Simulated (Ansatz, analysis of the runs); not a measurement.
# A defect in a wire: Rh wire along [110], 4 atoms a period, O placed on top of one Rh, part 5 of 5

Wanted: the relaxed defect and the transmission past it, beside the channels of the perfect wire.

Ansatz 0.2.0; DFT PBE, plane waves, PAW; relaxation of a wire's period (the session's first sound run).

So far, conductance of the lead as this run defines it (G₀): step 3 (the perfect wire) 6.44.

### 5. Transmission (continued)

Level of this step: DFT PBE, plane waves, PAW; transmission of a junction in a wire (Ansatz).

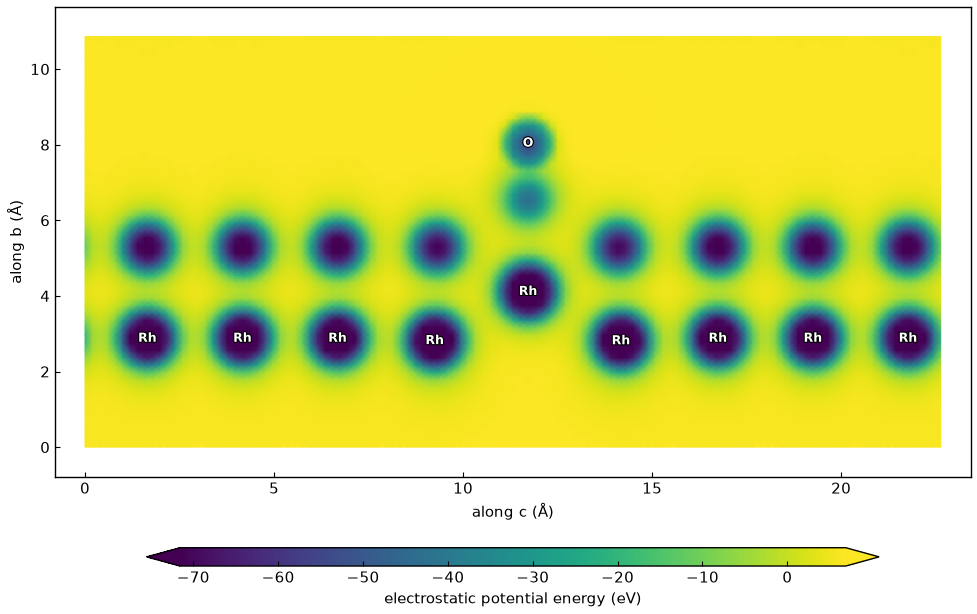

Electrostatic potential energy in the cb plane at fractional x = 0.642, with atoms of Rh and O within 0.2 Å of it. With pseudopotentials it is smooth inside the atoms' cores, unlike the true potential.

By hand: the program gives 2.6835 × 10^14 S/m² over the cell's cross-section of 94.66 Å² = 9.466 × 10^-19 m², so one cell conducts 2.540 × 10^-4 S. Divided by G0 = 2e²/h = 7.748 × 10^-5 S this is 3.28 G0, a resistance of 3.94 kΩ.

The conductance is 3.28 G₀, with 5 spin-up and 9 spin-down channels open in the lead. The lead's Hamiltonian steps by 23.6 meV, which the program lets pass, though it counts in the error estimate. The largest term of the program's error estimate is 21 %.

### 6. Landauer integrals

This step: Landauer integrals over the computed T(E), interpolated linearly between its energies (analysis of the runs above).

Conductance and thermopower are moments of T(E) over the thermal window; sliding the window along E stands for a gate that leaves T(E) rigid.

Numbers from this step:

```
conductance at 300 K, interpolated from T(E) : 3.281 G₀
thermopower at 300 K                         : 0.6862 μV/K
Lorenz number over L0                        : 0.9967
spin polarisation of the transmission        : -28.86 %
```

T(E) held rigid; rough near sharp steps of T(E). Conductance at 300 K against shift of the leads' level:

| shift of the leads' level (eV) | conductance at 300 K (G₀) |
| --- | --- |
| -0.8 | 4.41 |
| -0.6 | 4.98 |
| -0.4 | 4.65 |
| -0.2 | 4.12 |
| 0.0 | 3.28 |
| 0.2 | 3.35 |
| 0.4 | 3.21 |
| 0.6 | 3.39 |
| 0.8 | 3.34 |

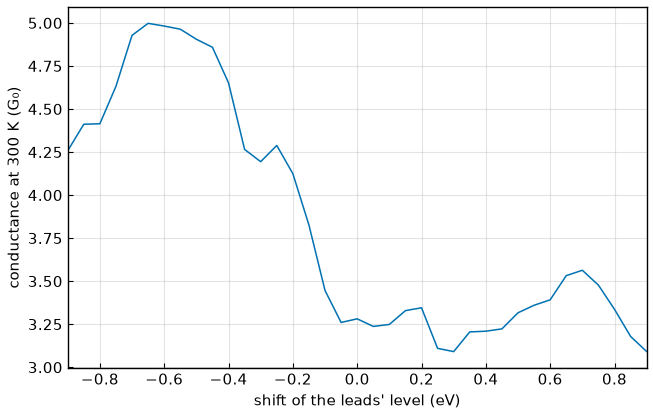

Conductance at 300 K, plotted against shift of the leads' level.

T(E) held rigid; rough near sharp steps of T(E). The thermopower at 300 K by shift of the leads' level:

| shift of the leads' level (eV) | thermopower at 300 K (μV/K) |
| --- | --- |
| -0.900 | -5.41 |
| -0.750 | -8.93 |
| -0.600 | 0.344 |
| -0.500 | 1.72 |
| -0.350 | 8.74 |
| -0.200 | 8.38 |
| -0.050 | 2.82 |
| 0.050 | 0.896 |
| 0.200 | 5.21 |
| 0.350 | -2.30 |
| 0.500 | -3.67 |
| 0.600 | -4.19 |
| 0.750 | 4.82 |
| 0.900 | 1.67 |

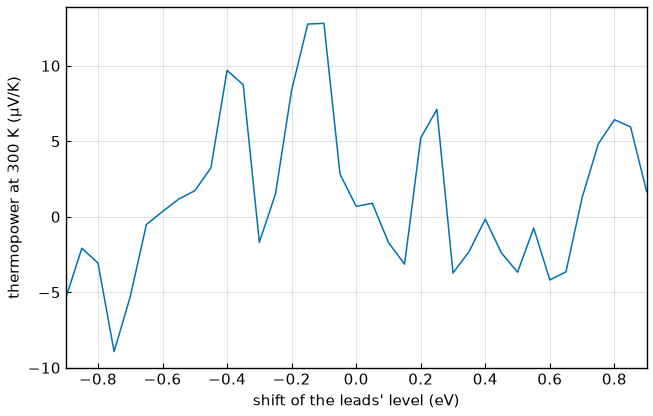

Thermopower at 300 K against shift of the leads' level.

The two levels move by half the bias each and T(E) is held rigid. Table of current from the zero-bias T(E) by bias:

| bias (V) | current from the zero-bias T(E) (μA) |
| --- | --- |
| 0.000 | 0 |
| 0.100 | 25.3 |
| 0.200 | 50.7 |
| 0.300 | 77.5 |
| 0.400 | 106 |
| 0.500 | 135 |
| 0.600 | 163 |
| 0.700 | 192 |
| 0.800 | 221 |
| 0.900 | 252 |
| 1.000 | 284 |
| 1.100 | 316 |
| 1.200 | 348 |
| 1.300 | 381 |
| 1.400 | 414 |
| 1.500 | 446 |
| 1.600 | 477 |
| 1.700 | 507 |
| 1.800 | 536 |
| 1.900 | 564 |

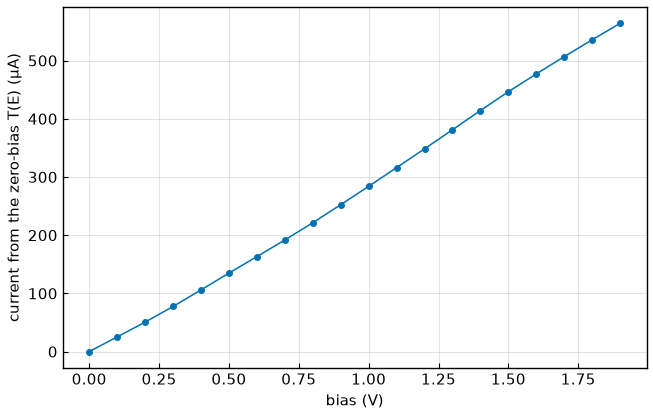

Current from the zero-bias T(E), plotted against bias.

By hand, Mott's formula: S = −(π²k²T/3e) d ln T/dE, and π²k²T/3e = 7.33 μV/K × eV at 300 K. The computed T is 6.12 at -0.070 eV and 6.42 at +0.070 eV (both spins added), so d ln T/dE ≈ 0.353 per eV and S ≈ -2.59 μV/K, against 0.686 from the integrals. The signs differ: ln T is not straight over the thermal window, so the sign is not firm.

The thermopower is 0.686 μV/K. The Lorenz ratio is 1.00, where the Wiedemann-Franz law gives 1. Moving the level by up to 0.1 eV either way gives -1.7 to 13 μV/K.

### 7. Summary of results

| Quantity | Value |
| --- | --- |
| conductance of the perfect wire | 6.44 G₀ |
| conductance, O placed on top of one Rh | 3.28 G₀ |
| thermopower, O placed on top of one Rh | 0.686 μV/K |
| spin polarisation of T at the Fermi level, O placed on top of one Rh | -28.9 % |

Summed over the computed window, 55 % of the lead's open channels pass the defect; the conductance at 300 K is 3.28 G₀. With O placed on top of one Rh, 51 % of the conductance of that run's own lead (6.37 G₀) is left. Transport is coherent and elastic here: the atoms are frozen, so scattering by vibrations plays no part. In the perfect wire the moments were started parallel, and no opposed start was run. With O placed on top of one Rh several atoms of the wire itself moved far in the relaxation, so the changed stretch between the held leads may scatter as well as the defect. Adsorbates are named by the site where they were placed; the distances after each relaxation show where they ended. The free region is short: held atoms still bear up to 0.5 eV/Å after a relaxation. No search over magnetic orders was made; another may lie lower. One term of the program's error estimate for a conductance, of a junction or of the perfect wire, reaches 21 % in this session. The adsorbed O moved by 1.9 Å in the relaxation, so the site named is where it was put. A cutoff under the files' recommended one was taken to save time; its effect on T(E) was not tested here.

[Logs are printed without paths, hosts, clocks, repeated set-up lines and the standing remarks that a program may print on its own settings, such as how far it seeks lower states.]

[Hosts, paths, dates, database ids (printed as entryN), source tags and the programs' standing remarks are cut or masked in the printed files.]
